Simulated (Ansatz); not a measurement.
# Ni: what the fields show

The calculation's input:

```
crystal:
  lattice:
    - [4.5420070159, 0.0, 0.0]
    - [0.0, 4.5420070159, 0.0]
    - [0.0, 0.0, 4.5420070159]
  atoms:
    - { symbol: Ni, position: [1.0, 0.0, 1.0], spin: 0.609 }
    - { symbol: Ni, position: [0.5, 0.5, 0.5], spin: 0.609 }
    - { symbol: Ni, position: [0.25, 1.0, 0.5], spin: 0.599 }
    - { symbol: Ni, position: [0.75, 0.0, 0.5], spin: 0.599 }
    - { symbol: Ni, position: [0.5, 0.25, 1.0], spin: 0.599 }
    - { symbol: Ni, position: [0.5, 0.75, 1.0], spin: 0.599 }
    - { symbol: Ni, position: [0.0, 0.5, 0.25], spin: 0.599 }
    - { symbol: Ni, position: [0.0, 0.5, 0.75], spin: 0.599 }
hamiltonian:
  xc: blyp
  pseudopotentials:
    kind: paw
    azcp:
      Ni: "pseudopotentials/Ni.paw.azcp"
basis:
  ecutwfc: 420
  fft_grid_basis: typed
kpoints:
  mp_grid: { grid: [8, 8, 8], shift: [0, 0, 0] }
magnetization:
  spin_polarized: true
scf:
  occupations: { method: fermi_dirac, width: 0.05 }
output:
  write_density: true
  write_potential: true
  elf: true
  volumetric_format: npy
```

Run with:

```sh
ansatz run input.yaml --threads 4 --pin off --max-ram 8192MiB --backend cpu --events-out ev --progress --plain --runs-dir out
```

Below, planes, directions and counts refer to the conventional cell (a = 4.54 Å, b = 4.54 Å, c = 4.54 Å, α = 90.00°, β = 90.00°, γ = 90.00°).

Space group Pm-3n; set up as Ni, A15; a generated structure, not necessarily the stable one; spin-polarised.

Theory: Ansatz 0.2.0, DFT, BLYP, plane waves (420 eV) with PAW, scalar-relativistic.

Core electrons are frozen (PAW), and the valence fields are smoothed inside the atomic spheres.

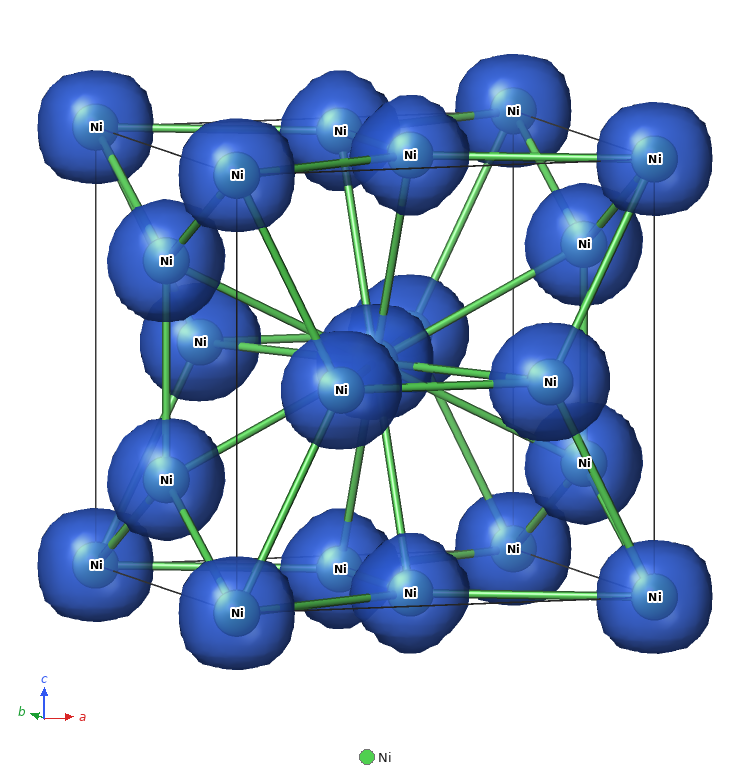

Figure 1. Isosurface of the spin density at +0.15 e/Å³ (blue), seen slightly off an axis. Sticks mark near contacts.

> Which atoms carry the moments, and with what signs?

The spin density sits on Ni: +0.6 μB (×8) in one cell of 8 atoms: parallel main moments (a ferromagnetic arrangement) in this solution. The cell of the calculation (8 atoms) carries 4.8 μB of net spin moment.

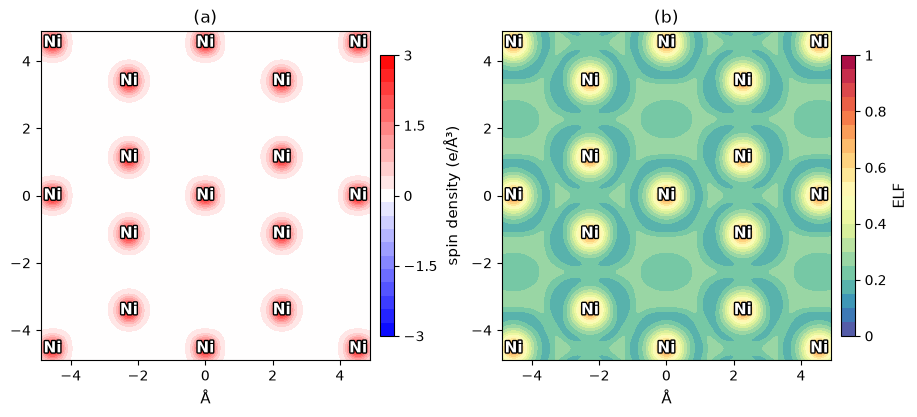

Figure 2. (a) spin density; (b) ELF on the (100) plane of the conventional cell.

> Describe what can be read from this map.

- The plane passes through Ni nuclei.
- Ni–Ni (2.27 Å): the ELF is about 0.20 at the midpoint: no localised pair shows between them.
- Ni–Ni (2.54 Å): the ELF is about 0.25 at the midpoint; no localised pair shows between them.
- The features right at Ni lie inside the PAW spheres, where the map follows smoothed inner orbitals and isn't to be read closely.

> Metal or insulator at this level of theory?

It is metallic or semimetallic at this level of theory: no gap opens.
